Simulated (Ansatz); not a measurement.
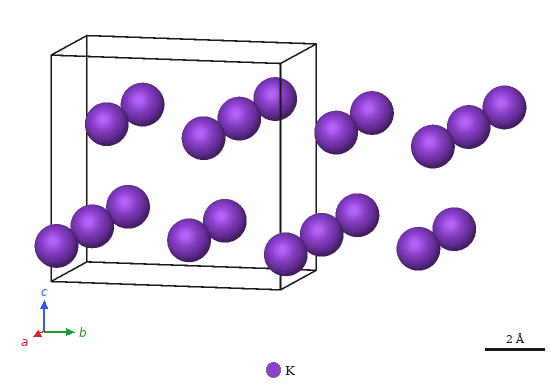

The starting point is a symmetric starting cell of K. A ball-and-stick model of the conventional cell (2 times the calculation's cell), repeated 2 × 2 × 1 with one cell outlined, seen slightly off an axis. Lengths and directions refer to the drawn axes.

Method: Ansatz 0.2.0, DFT PBEsol, scalar-relativistic, plane waves, PAW. (plane-wave cutoff 420 eV; k-point mesh 10 × 10 × 6; occupations gaussian; smearing width 0.1 eV; no spin polarisation)

The variant: The cell is strained by +6.4 % along c, −2.5 % along a, −2.7 % along b (volume +1.0 %) and atoms are displaced by 0.06 Å relative to the cell. No relaxation follows. The starting cell wasn't computed here and needn't be at equilibrium, so pressure and forces aren't due to the change alone.

What does the calculation give for the changed structure?

Answer. The space group stays Cmcm (No. 63). The pressure is −0.3 GPa (not all of it need come from the change, since the unchanged cell can be under pressure at this level too). The principal stresses (compression positive) are −0.6 GPa along c and −0.1 GPa across it. The forces stay under 0.01 eV/Å.

Drawn alike, the variant:

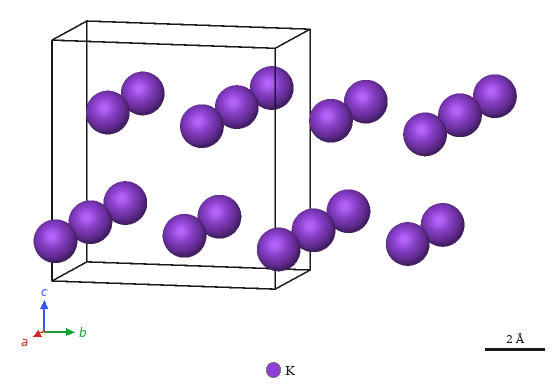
